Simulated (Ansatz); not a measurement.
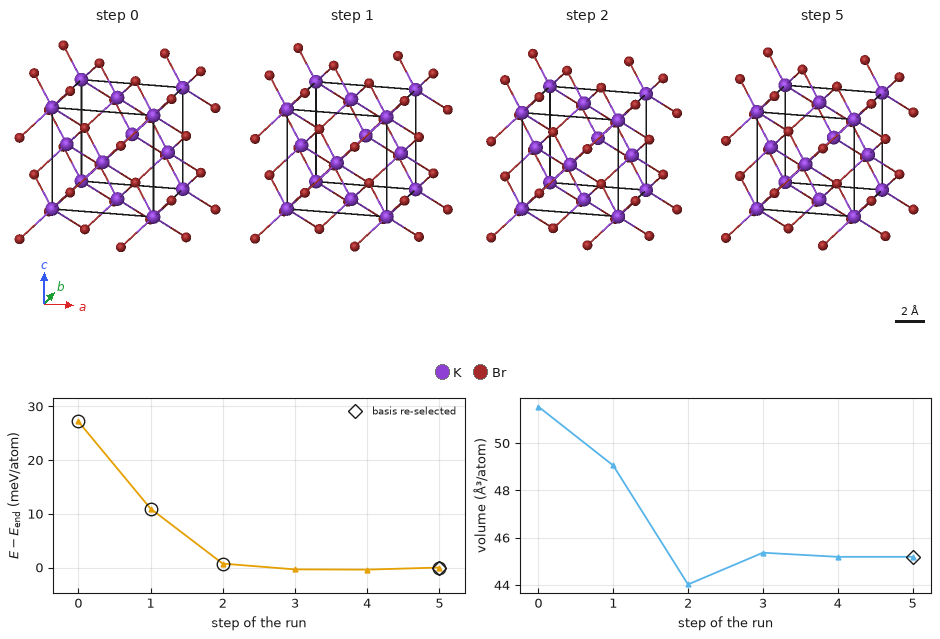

Frames of a relaxation of crystalline KBr (built on the zincblende type), marked on the history of the run. Style: ball-and-stick. Shown: the conventional cell (4 times the calculation's cell), slightly off an axis. Lengths and directions refer to the drawn axes.

All numbers below come from Ansatz 0.2.0, DFT, LDA, plane waves, PAW.

Input
```yaml
crystal:
  lattice:
    - [0.0, 3.7216415983, 3.7216415983]
    - [3.7216415983, 0.0, 3.7216415983]
    - [3.7216415983, 3.7216415983, 0.0]
  atoms:
    - { symbol: K, position: [0.0, 0.0, 0.0] }
    - { symbol: Br, position: [0.25, 0.25, 0.25] }
kpoints:
  mp_grid: { grid: [6, 6, 6] }
hamiltonian:
  xc: lda
scf:
  occupations: { method: fermi_dirac, width: 0.02 }
relax:
  f_tol: 0.005
  cell: {}
```

Command:
```bash
ansatz run input.yaml --threads 2 --pin off --max-ram 2211MiB --backend cpu --events-out ev --progress --plain --runs-dir out
```

### What happens along the run?

The atoms keep their places relative to the cell (all moves are under 0.005 Å). The drawn cell changes as follows: a = b = c 7.443 → 7.124 Å (−4.3 %); the volume changes by −12.3 %. Some distances before and after: K1–Br2 3.223 → 3.085 Å. The space group stays F-43m (No. 216). The energy falls by 27.2 meV per atom in 4 accepted moves (5 points after the start). All forces vanish by symmetry, so only the cell relaxes. The pressure goes from −1.20 to −0.01 GPa. The SCF was repeated once at an unchanged geometry on a basis and grid sized afresh for the cell, which shifted the energy by 0.4 meV per atom at most. Cost: 8.2 s on 2 threads of Arm Neoverse N1, with other jobs on the host, peak memory 0.32 GiB. From step 0 to 1: volume −4.8 %, energy −16.2 meV per atom. From step 1 to 2: volume −10.3 %, energy −10.2 meV per atom. From step 2 to 5: volume +2.7 %, energy −0.7 meV per atom.
